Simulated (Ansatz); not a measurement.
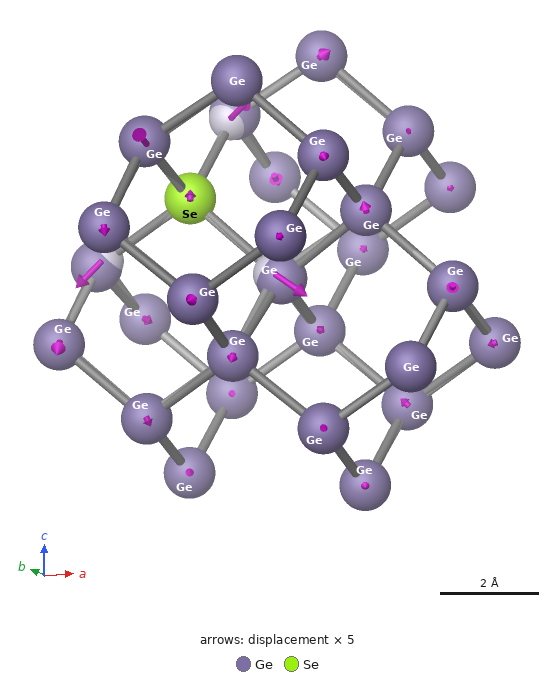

A relaxation of a defect cell of composition Ge$_{63}$Se (cell charge +2). The starting structure is drawn faded, the final one solid; purple arrows show the displacements, 5 times their true length.

The picture is a ball-and-stick view of the atoms within 5.0 Å of the atom that moves most (axes of the cell of the calculation (origin shifted)), seen slightly off an axis.

The atoms of the start lie slightly off their symmetric places, so part of the fall in energy undoes that.

Level of theory: Ansatz, DFT, PBEsol, PAW, plane waves. Set-up: plane-wave cutoff 420 eV; k-point mesh 1 × 1 × 1; mesh shifted by (0.25, 0.25, 0.25); no spin polarisation; atoms relaxed in a fixed cell; force threshold 0.03 eV/Å; at most 80 steps.

Which element moves most?

Germanium: up to 0.17 Å, against 0.05 Å for selenium.

Describe the change and its energy.

The atom that moves furthest is a Ge atom (0.17 Å roughly along [1 −1 −1]). Largest moves by element: Ge 0.17 Å, Se 0.05 Å. The lattice vectors keep their values. Some distances before and after: Ge–Se 2.399 → 2.605 Å, Ge–Se 2.444 → 2.612 Å, Ge–Se 2.462 → 2.616 Å, Ge–Se 2.462 → 2.574 Å. Bond angles that change, for instance: Ge–Ge–Ge 111.7° → 105.1°, Ge–Ge–Ge 109.3° → 104.2°, Ge–Ge–Se 110.3° → 105.4°. Over 3 geometry steps the energy falls by 0.967 eV per cell of the calculation. The largest force component goes from 1.3 to 0.017 eV/Å. Cost: 10 s on 1 × NVIDIA GB300 Max-Q with 8 threads of Arm Neoverse-V2, peak memory 2.2 GiB.

Limits of the set-up: the cell is charged, on a uniform background, and energies carry no finite-size correction.
